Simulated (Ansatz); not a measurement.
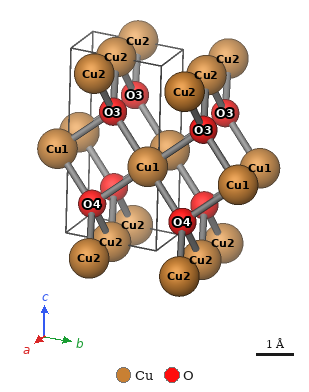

Crystalline CuO (set up in C2/c), before the relaxation. The picture is a ball-and-stick view of the cell of the calculation, repeated 2 × 2 × 1 with one cell outlined, seen slightly off an axis.

The run lets cell and atoms move.

Theory: Kohn-Sham DFT of a periodic cell, PBEsol, Ansatz PAW (Ansatz).

The input:
```yaml
crystal:
  lattice:
    - [2.34185, -1.7113, 0.0]
    - [2.34185, 1.7113, 0.0]
    - [-0.8500274268, 0.0, 5.0578693947]
  atoms:
    - { symbol: Cu, position: [0.5, 0.0, 0.5] }
    - { symbol: Cu, position: [0.0, 0.5, 0.0] }
    - { symbol: O, position: [0.4184, 0.5816, 0.75] }
    - { symbol: O, position: [0.5816, 0.4184, 0.25] }
hamiltonian:
  xc: pbesol
  pseudopotentials: { kind: paw }
kpoints:
  mp_grid: { grid: [10, 10, 5] }
scf:
  occupations: { method: fermi_dirac, width: 0.05 }
output:
  forces: true
  stress: true
relax:
  f_tol: 0.01
  max_steps: 40
  cell: { stress_tol: 0.05 }
```

Launched with:
```bash
ansatz run input.yaml --threads 2 --pin off --max-ram 5632MiB --backend cpu --events-out ev --progress --plain --runs-dir out
```

Question: Predict the outcome.

Answer: The energy falls by 0.150 eV per cell of the calculation in 15 accepted moves (21 points after the start). The largest force component goes from 0.36 to under 0.0001 eV/Å. Pressure: −2.72 GPa at the start and 0.00 GPa at the end. The line search rejected the trial step at point 4 of the run. At 5 points the geometry stayed and the basis and grid were re-selected for the new cell (energy shift of 29.7 meV per cell of the calculation at most each time). The largest moves relative to the cell, 0.33 Å, are those of O3 and O4. O3 goes along [1 −1 0]. Cu stays in place. The drawn cell changes as follows: a = b 2.900 → 2.895 Å (−0.2 %), c 5.129 → 5.090 Å (−0.8 %), α 97.7° → 90.0°, β 97.7° → 90.0°, γ 72.3° → 89.8°; the volume changes by +5.2 %. Among the contacts that change: Cu1–O3 1.961 → 1.927 Å. Among the angles between lasting bonds that change: Cu1–O3–Cu2 145.8° → 116.0°, Cu1–O3–Cu2 104.0° → 115.7°, Cu1–O3–Cu2 108.8° → 115.9°. The space group (tolerance 0.01 Å) goes from C2/c (No. 15) to Cccm (No. 66).

The end point in the same view:

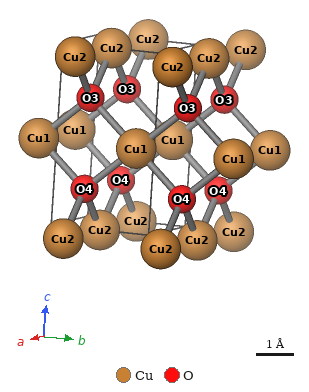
